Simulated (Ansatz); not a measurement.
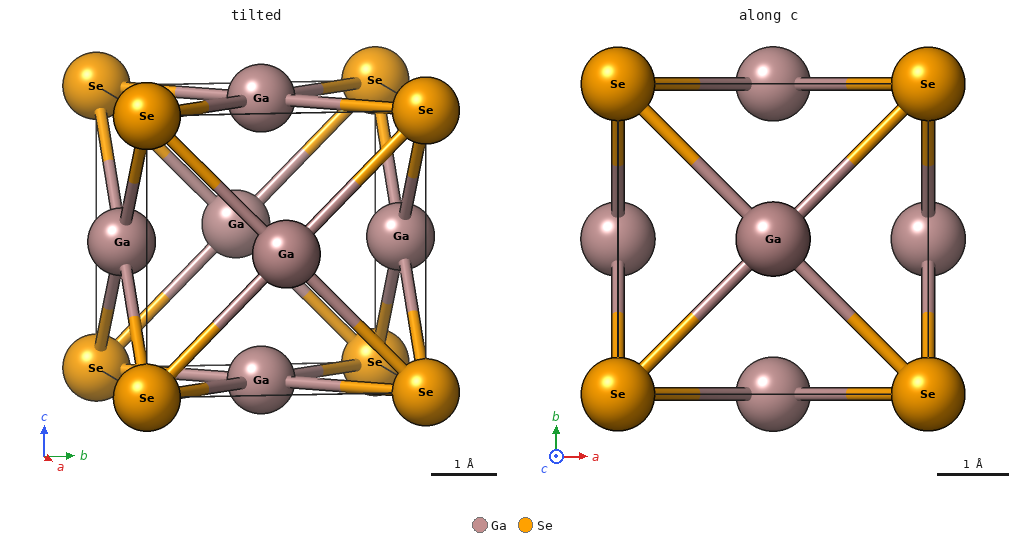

We look at a ball-and-stick model of the crystal slightly off an axis and along the c axis. Thin lines show the conventional unit cell, with boundary atoms drawn in all their periodic places. Cell: a = 4.41 Å, b = 4.41 Å, c = 4.41 Å, α = 90.00°, β = 90.00°, γ = 90.00°.

The initial geometry was a structure listed in the Materials Project. Earlier steps of the study, as a rule a relaxation of our own, may have changed the cell and positions, so they can lie some per cent off the listed ones. A calculation with Ansatz used it as input.

**In words:**

The structure is one of Ga₃Se. Its lattice is primitive cubic, its space group Pm-3m (No. 221). Among the common structure types it is Cu₃Au (L1₂) type. With Z = 1, the cell contains 3 Ga, 1 Se. By contacts within bonding range, the coordination numbers are Ga 4 and Se 12.

Setup: DFT PBE, scalar-relativistic, plane waves, PAW in Ansatz; an energy cutoff of 420 eV, a 10×10×10 grid in reciprocal space, Gaussian smearing of 0.1 eV, no spin polarisation.

**Classify it as metallic or gapped, with the value.**

A metal: bands cross the Fermi level.

**What does a Bader analysis give?**

Ga +0.25 e; Se -0.76 e.

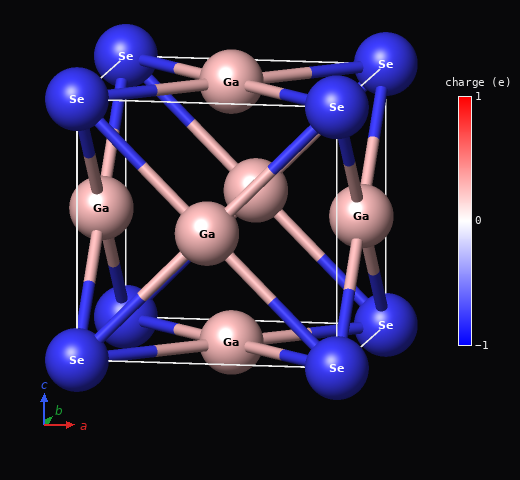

The atoms coloured by those charges. The run's cell of 4 atoms is drawn.

**Can this geometry be taken as optimised?**

Yes. All forces vanish to within 0.01 eV/Å. The pressure is 0.0 GPa, close to zero.
